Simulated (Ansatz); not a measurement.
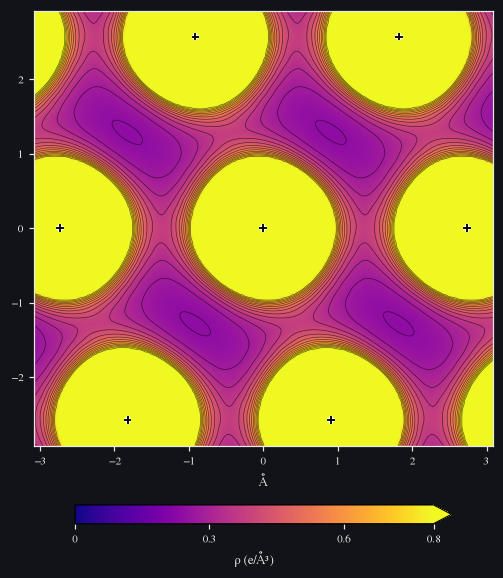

The valence pseudo-density on a plane through atoms (crosses mark nuclei in the plane).

Computed with DFT PBE, scalar-relativistic, plane waves, PAW (Ansatz 0.2.0).

Candidates:
A. Mo, a = 5.47 Å, b = 8.65 Å, c = 2.73 Å, α = 54.48°, β = 109.48°, γ = 108.43°. Space group C2/m; computed pressure about −7 GPa in this cell; computed without spin polarisation.
B. CoSi2, a = 5.36 Å, b = 5.36 Å, c = 5.36 Å, α = 90.00°, β = 90.00°, γ = 90.00°. Space group Fm-3m; computed without spin polarisation.
C. Pt, a = 2.91 Å, b = 2.91 Å, c = 3.72 Å, α = 90.00°, β = 90.00°, γ = 90.00°. Space group I4/mmm; changed on purpose from its base cell (strain +0.050 along x and y, -0.050 along z, atoms carried along).

**Which candidate gave the map?**

Candidate A: Mo on the (010) plane of the calculation cell, which holds Mo. Mo–Mo (2.73 Å): the density is about 0.38 e/Å³ at the midpoint.
